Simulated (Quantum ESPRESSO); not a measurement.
**La: band-structure run (part 2 of 2)**

La (Im-3m, 1 atom in the cell); Kohn-Sham DFT of a periodic cell, PBE, SG15 PBE 1.2, no spin polarisation (Quantum ESPRESSO 7.5); cutoff 952.4 eV, 9×9×9 k-mesh, fermi-dirac of 0.05 eV. The structure derives from a Materials Project entry. The run did not end well.

Geometry of the input (Å; fractional positions):
```
-2.1238  2.1238  2.1238
2.1238  -2.1238  2.1238
2.1238  2.1238  -2.1238
La 0.0000  0.0000  0.0000
```

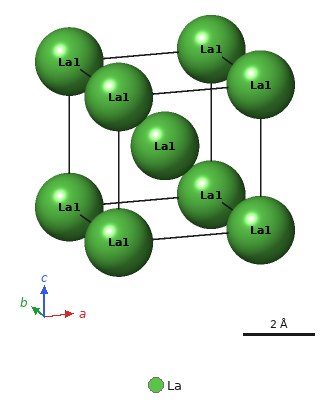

**Figure 1.** The structure as given in the input (spheres-only view of the cell 2 times as large as that of the calculation, set on its symmetry axes, seen slightly off an axis; atoms are numbered from 1 in the order of the input). An atom can appear more than once, as a periodic image.

## The program's output, continued
```
     iteration #  4     ecut=    70.00 Ry     beta= 0.50
     Davidson diagonalization with overlap
     c_bands:  2 eigenvalues not converged
     c_bands:  3 eigenvalues not converged
     c_bands:  2 eigenvalues not converged
     c_bands:  1 eigenvalues not converged
     c_bands:  1 eigenvalues not converged
     c_bands:  1 eigenvalues not converged
     c_bands:  1 eigenvalues not converged
     c_bands:  1 eigenvalues not converged
     c_bands:  2 eigenvalues not converged
     c_bands:  1 eigenvalues not converged
     c_bands:  1 eigenvalues not converged
     ethr =  4.12E-06,  avg # of iterations = 13.6

     total energy              =     -63.89832214 Ry
     estimated scf accuracy    <       0.00024818 Ry

     iteration #  5     ecut=    70.00 Ry     beta= 0.50
     Davidson diagonalization with overlap
     c_bands:  3 eigenvalues not converged
     c_bands:  1 eigenvalues not converged
     c_bands:  1 eigenvalues not converged
     c_bands:  2 eigenvalues not converged
     c_bands:  1 eigenvalues not converged
     c_bands:  2 eigenvalues not converged
     c_bands:  2 eigenvalues not converged
     c_bands:  1 eigenvalues not converged
     c_bands:  1 eigenvalues not converged
     c_bands:  1 eigenvalues not converged
     ethr =  2.26E-06,  avg # of iterations = 10.0

     total energy              =     -63.89840020 Ry
     estimated scf accuracy    <       0.00000728 Ry

     iteration #  6     ecut=    70.00 Ry     beta= 0.50
     Davidson diagonalization with overlap
     c_bands:  1 eigenvalues not converged
     c_bands:  1 eigenvalues not converged
     c_bands:  1 eigenvalues not converged
     c_bands:  1 eigenvalues not converged
     c_bands:  4 eigenvalues not converged
     c_bands:  1 eigenvalues not converged
     c_bands:  1 eigenvalues not converged
     ethr =  6.61E-08,  avg # of iterations =  9.5

     total energy              =     -63.89841018 Ry
     estimated scf accuracy    <       0.00000026 Ry

     iteration #  7     ecut=    70.00 Ry     beta= 0.50
     Davidson diagonalization with overlap
     c_bands:  1 eigenvalues not converged
     c_bands:  2 eigenvalues not converged
     c_bands:  1 eigenvalues not converged
     ethr =  2.38E-09,  avg # of iterations =  8.3

     total energy              =     -63.89841039 Ry
     estimated scf accuracy    <       0.00000008 Ry

     iteration #  8     ecut=    70.00 Ry     beta= 0.50
     Davidson diagonalization with overlap
     c_bands:  1 eigenvalues not converged
     c_bands:  1 eigenvalues not converged
     ethr =  6.97E-10,  avg # of iterations =  4.7

     total energy              =     -63.89841041 Ry
     estimated scf accuracy    <          1.3E-09 Ry

     iteration #  9     ecut=    70.00 Ry     beta= 0.50
     Davidson diagonalization with overlap
     c_bands:  1 eigenvalues not converged
     c_bands:  1 eigenvalues not converged
     c_bands:  1 eigenvalues not converged
     ethr =  1.17E-11,  avg # of iterations = 10.1

     End of self-consistent calculation

          k = 0.0000 0.0000 0.0000 (  2587 PWs)   bands (ev):

   -22.2814  -5.3051  -5.3051  -5.3051   7.4199  11.9997  11.9998  12.0000
    12.1030  12.1030  12.1030

          k = 0.0962 0.0962 0.0000 (  2561 PWs)   bands (ev):

   -22.2603  -5.4699  -5.3536  -5.3070   7.7856  11.6067  11.6256  11.9910
    12.1770  12.3283  12.3310

          k = 0.1925 0.1925 0.0000 (  2551 PWs)   bands (ev):

   -22.2064  -5.8629  -5.4734  -5.3119   8.6041  11.1435  11.2135  11.9810
    12.2561  12.3956  12.4690

          k = 0.2887 0.2887 0.0000 (  2563 PWs)   bands (ev):

   -22.1440  -6.2751  -5.6048  -5.3178   9.0024  10.7375  11.5538  11.9893
    12.2953  12.4197  12.5324

          k = 0.3849 0.3849 0.0000 (  2566 PWs)   bands (ev):

   -22.1026  -6.5282  -5.6879  -5.3218   8.9008  10.5108  12.0054  12.0477
    12.3147  12.5412  12.5604

          k = 0.1925 0.0962 0.0962 (  2558 PWs)   bands (ev):

   -22.2228  -5.7396  -5.4116  -5.3456   8.4089  11.2158  11.2938  11.9942
    12.2457  12.4045  12.4117

          k = 0.2887 0.1925 0.0962 (  2552 PWs)   bands (ev):

   -22.1645  -6.1057  -5.5590  -5.3657   9.1554  10.8488  11.1103  12.0228
    12.3017  12.3987  12.4777

          k = 0.3849 0.2887 0.0962 (  2560 PWs)   bands (ev):

   -22.1124  -6.4029  -5.6984  -5.3749   9.2288  10.6225  11.6628  12.0700
    12.3078  12.4666  12.5457

          k = 0.4811 0.3849 0.0962 (  2558 PWs)   bands (ev):

   -22.0916  -6.5157  -5.7531  -5.3782   9.1380  10.5360  11.9957  12.0299
    12.3111  12.5475  12.5818

          k = 0.3849 0.1925 0.1925 (  2558 PWs)   bands (ev):

   -22.1163  -6.2975  -5.7377  -5.4259   9.6986  10.5894  11.2301  12.1067
    12.3015  12.4211  12.5037

          k = 0.4811 0.2887 0.1925 (  2554 PWs)   bands (ev):

   -22.0846  -6.3769  -5.9143  -5.4477   9.7306  10.6486  11.5491  12.1523
    12.2829  12.4676  12.5692

          k = 0.5774 0.2887 0.2887 (  2562 PWs)   bands (ev):

   -22.0735  -6.1884  -6.1884  -5.4693   9.9699  11.0629  11.0629  12.2282
    12.3487  12.3503  12.6011

          k = 0.1925 0.1925 0.1925 (  2580 PWs)   bands (ev):

   -22.1791  -6.0447  -5.4328  -5.4328   9.1609  10.8430  10.8430  12.1711
    12.3694  12.3929  12.3934

          k = 0.2887 0.2887 0.1925 (  2548 PWs)   bands (ev):

   -22.1287  -6.2873  -5.6285  -5.4571   9.7427  10.6031  11.0048  12.2105
    12.3713  12.4388  12.4463

          k = 0.3849 0.3849 0.1925 (  2553 PWs)   bands (ev):

   -22.0954  -6.4101  -5.7866  -5.4730   9.6434  10.4914  11.8778  12.2065
    12.3290  12.5249  12.5898

          k =-0.0000-0.0000 0.1925 (  2563 PWs)   bands (ev):

   -22.2399  -5.5257  -5.4032  -5.4032   8.1347  11.6224  11.6225  11.6803
    12.0702  12.4291  12.4323

          k = 0.3849 0.2887 0.2887 (  2554 PWs)   bands (ev):

   -22.0970  -6.3160  -5.8043  -5.5670  10.1844  10.7033  11.1852  12.3163
    12.3674  12.4698  12.5038

          k = 0.4811 0.3849 0.2887 (  2549 PWs)   bands (ev):

   -22.0844  -6.2571  -5.9628  -5.5942  10.1728  10.7929  11.6445  12.2794
    12.3422  12.4486  12.5559

          k = 0.0000-0.0962 0.2887 (  2556 PWs)   bands (ev):

   -22.1878  -5.8613  -5.5257  -5.4317   8.9271  11.1002  11.3453  11.7821
    12.1617  12.4173  12.5025

          k =-0.0000-0.1925 0.3849 (  2558 PWs)   bands (ev):

   -22.1275  -6.2465  -5.6598  -5.4309   9.3249  11.0136  11.0741  11.9935
    12.2548  12.3752  12.5549

          k = 0.0962-0.0962 0.3849 (  2560 PWs)   bands (ev):

   -22.1335  -6.1127  -5.6782  -5.4999   9.5983  10.5982  11.4241  11.8323
    12.2134  12.3428  12.5426

          k = 0.0000-0.2887 0.4811 (  2566 PWs)   bands (ev):

   -22.0875  -6.4852  -5.7447  -5.4290   9.1879  10.8159  11.5501  11.9171
    12.2963  12.5008  12.5857

          k = 0.0962-0.1925 0.4811 (  2566 PWs)   bands (ev):

   -22.0849  -6.3426  -5.8362  -5.5086   9.7026  10.5900  11.3277  11.9645
    12.2308  12.4035  12.6169

          k =-0.7698-0.2887-0.2887 (  2558 PWs)   bands (ev):

   -22.0656  -6.4325  -5.8991  -5.5081   9.5747  10.8693  11.1740  11.8834
    12.2836  12.4670  12.6452

          k =-0.6736-0.1925-0.2887 (  2554 PWs)   bands (ev):

   -22.0569  -6.3112  -6.0804  -5.5238  10.1979  10.3219  10.9250  12.1797
    12.2248  12.3951  12.6358

          k = 0.3849 0.3849 0.3849 (  2553 PWs)   bands (ev):

   -22.0844  -6.1572  -5.8472  -5.8472  10.8298  10.8298  11.2255  12.3140
    12.4520  12.4566  12.4717

          k = 0.0000 0.0000 0.3849 (  2559 PWs)   bands (ev):

   -22.1402  -5.9226  -5.6545  -5.6545   9.6312  10.6535  11.6643  11.6643
    12.0629  12.3284  12.5432

          k =-0.0000-0.0962 0.4811 (  2559 PWs)   bands (ev):

   -22.0853  -6.1772  -5.7952  -5.7002   9.9200  10.2824  11.6334  11.8495
    12.1705  12.2612  12.5975

          k = 0.0000-0.1925 0.5774 (  2555 PWs)   bands (ev):

   -22.0490  -6.3739  -5.8840  -5.6888   9.6003  10.5183  11.5354  11.6554
    12.2567  12.4083  12.6365

          k = 0.0962-0.0962 0.5774 (  2560 PWs)   bands (ev):

   -22.0424  -6.2680  -5.9823  -5.7426   9.7597  10.0991  11.4929  12.1135
    12.1314  12.3374  12.6410

          k =-0.7698-0.1925-0.1925 (  2563 PWs)   bands (ev):

   -22.0254  -6.3007  -6.0778  -5.7371   9.6622  10.0375  11.3254  12.0981
    12.2576  12.3700  12.6851

          k =-0.0000-0.0000 0.5774 (  2551 PWs)   bands (ev):

   -22.0367  -6.1416  -5.9427  -5.9427   9.5532   9.9754  12.0672  12.0672
    12.0947  12.1567  12.6370

          k = 0.0000-0.0962 0.6736 (  2554 PWs)   bands (ev):

   -22.0047  -6.2426  -6.0356  -5.9664   9.2823   9.5849  12.0283  12.0359
    12.2306  12.3245  12.6957

          k =-0.7698-0.0962-0.0962 (  2565 PWs)   bands (ev):

   -21.9896  -6.1800  -6.1800  -5.9799   9.2203   9.2203  11.9948  12.1730
    12.2996  12.2997  12.7139

          k = 0.0000 0.0000 0.7698 (  2546 PWs)   bands (ev):

   -21.9754  -6.1618  -6.1310  -6.1310   8.9285   9.0198  12.1247  12.2729
    12.2729  12.2750  12.7235

     the Fermi energy is    10.6451 ev

!    total energy              =     -63.89841042 Ry
     estimated scf accuracy    <          1.9E-10 Ry
     smearing contrib. (-TS)   =      -0.00198201 Ry
     internal energy E=F+TS    =     -63.89642840 Ry

     The total energy is F=E-TS. E is the sum of the following terms:
     one-electron contribution =      -8.37228177 Ry
     hartree contribution      =       7.95766733 Ry
     xc contribution           =      -8.62299506 Ry
     ewald contribution        =     -54.85881890 Ry

     convergence has been achieved in   9 iterations

     Forces acting on atoms (cartesian axes, Ry/au):

     atom    1 type  1   force =     0.00000000    0.00000000    0.00000000

     Total force =     0.000000     Total SCF correction =     0.000000

     Computing stress (Cartesian axis) and pressure

          total   stress  (Ry/bohr**3)                   (kbar)     P=       -5.82
  -0.00003958   0.00000000   0.00000000           -5.82        0.00        0.00
   0.00000000  -0.00003958   0.00000000            0.00       -5.82        0.00
   0.00000000   0.00000000  -0.00003958            0.00        0.00       -5.82

=------------------------------------------------------------------------------=
   JOB DONE.
=------------------------------------------------------------------------------=
```
